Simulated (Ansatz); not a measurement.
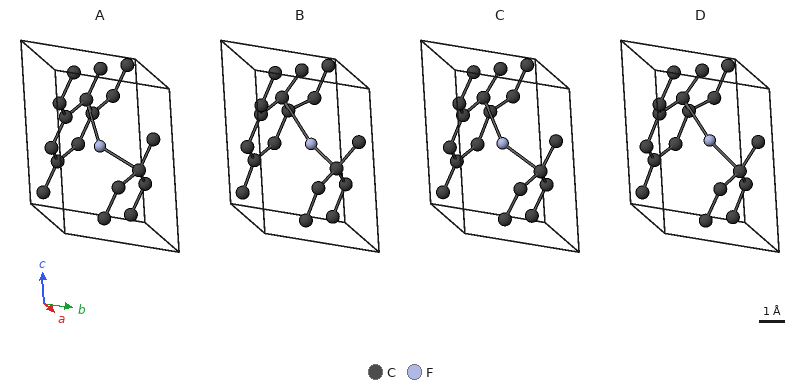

4 geometries from one relaxation of a defect cell of composition C₁₈F (coarse preliminary run), in shuffled order. A ball-and-stick model of the cell of the calculation (origin shifted), seen slightly off an axis.

Case: F interstitial, charge +0, atoms relaxed at the host's cell.

The calculation used Ansatz 0.2.0, DFT PBE+D3(BJ), scalar-relativistic, plane waves, PAW. (plane-wave cutoff 420 eV; k-point mesh 1 × 1 × 1; occupations gaussian; smearing width 0.01 eV; collinear spin; atoms relaxed in a fixed cell; force threshold 0.025 eV/Å; at most 45 steps)

### Put them in the order of the run, from the start to the converged end.

A, C, D, B. They are steps 0, 1, 3, 11, at +2.578 eV per cell of the calculation, +1.010 eV per cell of the calculation, +0.238 eV per cell of the calculation relative to the last. The energy falls by 2.578 eV per cell of the calculation in 10 accepted moves (11 points after the start). Largest force component: 3.9 eV/Å at the start, 0.0086 eV/Å at the end. 1 step only repeated the SCF at the same geometry. The F atom moves most: 0.46 Å along [1 3 1]. Largest moves by element: F 0.46 Å, C 0.28 Å. The cell doesn't change. Among the contacts that change: C–F 1.911 → 1.492 Å, C–F 1.999 → 2.255 Å, C–C 1.423 → 1.477 Å, C–C 1.423 → 1.374 Å. Bond angles that change, for instance: C–C–C 120.0° → 114.3°, C–C–C 120.0° → 123.4°, C–C–C 120.0° → 117.2°. The program noted that the starting moments weren't kept. The run took 6.2 s on 4 threads of Intel(R) Xeon(R) 6975P-C (Granite Rapids) (shared host), peak memory 0.42 GiB.

Limits of the set-up: the periodic images lie only 5.1 Å apart, so the values are limited by the cell's size.
